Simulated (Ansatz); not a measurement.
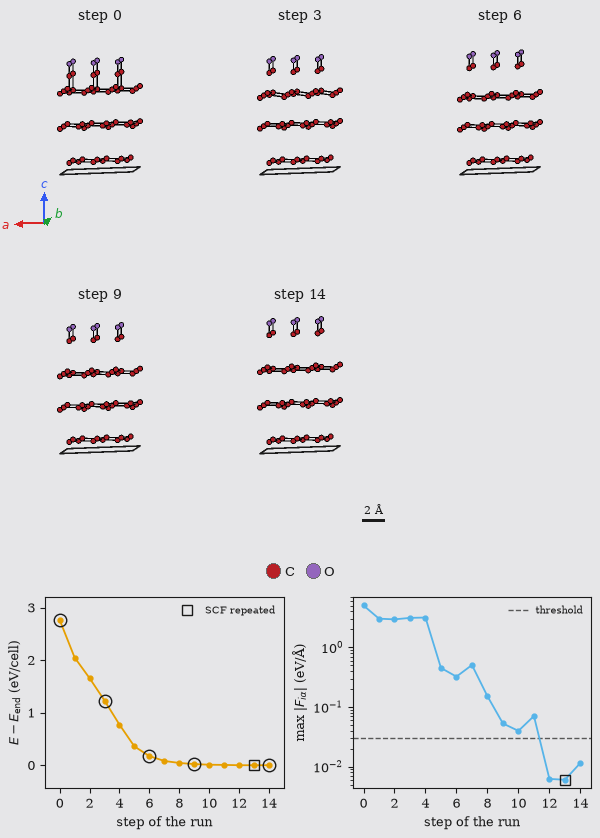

Frames of a constrained relaxation of a slab of composition C$_{7}$O (cut from the R-3m phase), marked on the history of the run. Style: ball-and-stick. Shown: the 3 × 2 repeat of the cell, outlined in the plane, without the vacuum, from a free direction.

Case: CO put at a top C site. The slab is the (0 0 1) face of C with CO on it. 2 atoms are held fixed.

Method: DFT PBE+D3(BJ), scalar-relativistic, plane waves, PAW (Ansatz). Set-up: plane-wave cutoff 420 eV; k-point mesh 12 × 12 × 1; occupations gaussian; smearing width 0.05 eV; no spin polarisation; dipole correction; atoms relaxed in a fixed cell; force threshold 0.03 eV/Å; at most 70 steps.

### Describe the path.

The largest moves, 1.88 Å, are those of C and O atoms. By element the largest moves are C 1.88 Å, O 1.87 Å. The cell doesn't change. Near-neighbour distances that change, for instance: C–C 1.580 → 3.417 Å, C–C 2.128 → 3.702 Å, C–O 1.150 → 1.134 Å. Bonds break: C–C (1.58 → 3.42 Å). Over 13 accepted moves (14 points after the start) the energy falls by 2.765 eV per cell of the calculation. Largest force component: 5 eV/Å at the start, 0.012 eV/Å at the end. 1 step only repeated the SCF at the same geometry. From step 0 to 3: a C atom moves most (0.40 Å), energy −1.534 eV per cell of the calculation. From step 3 to 6: the O atom moves most (0.46 Å), energy −1.057 eV per cell of the calculation. From step 6 to 9: C and O atoms move most (0.59 Å), energy −0.152 eV per cell of the calculation. From step 9 to 14: C and O atoms move most (0.56 Å), energy −21.9 meV per cell of the calculation.

| step | E − E(0), meV/atom | largest force component, eV/Å | note |
| --- | --- | --- | --- |
| 0 | 0.00 | 5.0369 |  |
| 1 | -89.36 | 3.0258 |  |
| 2 | -138.42 | 2.9446 |  |
| 3 | -191.73 | 3.1185 |  |
| 4 | -249.03 | 3.1599 |  |
| 5 | -300.94 | 0.4511 |  |
| 6 | -323.83 | 0.3227 |  |
| 7 | -335.46 | 0.5057 |  |
| 8 | -340.22 | 0.1515 |  |
| 9 | -342.85 | 0.0529 |  |
| 10 | -344.40 | 0.0397 |  |
| 11 | -344.82 | 0.0705 |  |
| 12 | -345.58 | 0.0062 |  |
| 13 | -345.58 | 0.0060 | same geometry, SCF repeated |
| 14 | -345.60 | 0.0115 |  |

Limits of the set-up: the periodic images lie only 2.5 Å apart, so the values are limited by the cell's size.
